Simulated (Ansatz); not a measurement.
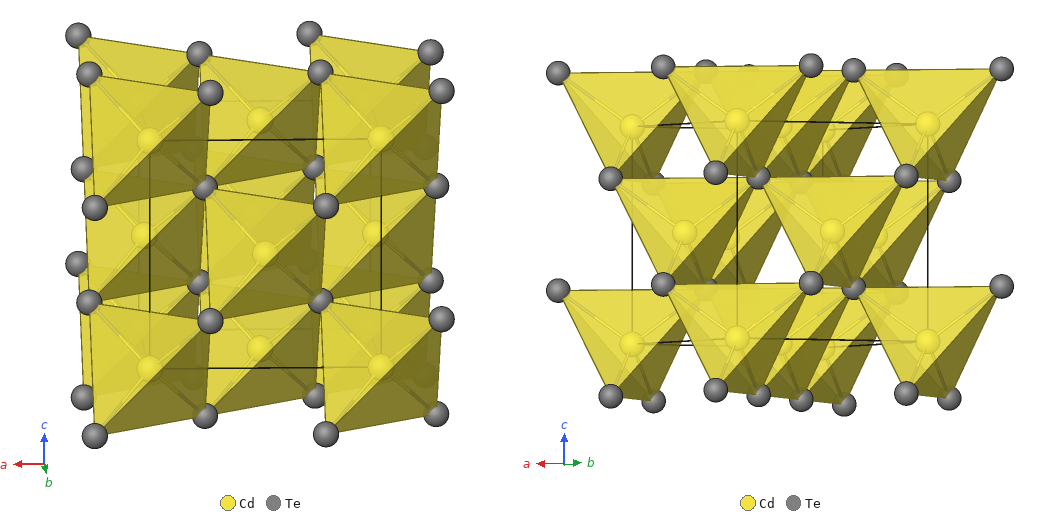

Polyhedra are drawn about Cd (bonds: Cd–Te below 3.2 Å); other atoms are plain spheres. Two views of the same piece.

CdTe (space group F-43m, No. 216). Coordinates: coordinates from a relaxation with DFT, PBE, PAW with Ansatz's default frozen-core files, scalar-relativistic in Ansatz 0.2.0.

What figure surrounds each Cd atom, and what does it share with the other drawn polyhedra?

Answer. Cd: CdTe4 tetrahedron, sharing corners with twelve neighbours.

What is the connectivity of the polyhedra: isolated, groups, chains, layers or framework?

Answer. They form a three-dimensional framework of corner-sharing tetrahedra.

How far apart are the centres of linked polyhedra?

Answer. Centre to centre across a shared corner: 4.68 Å.
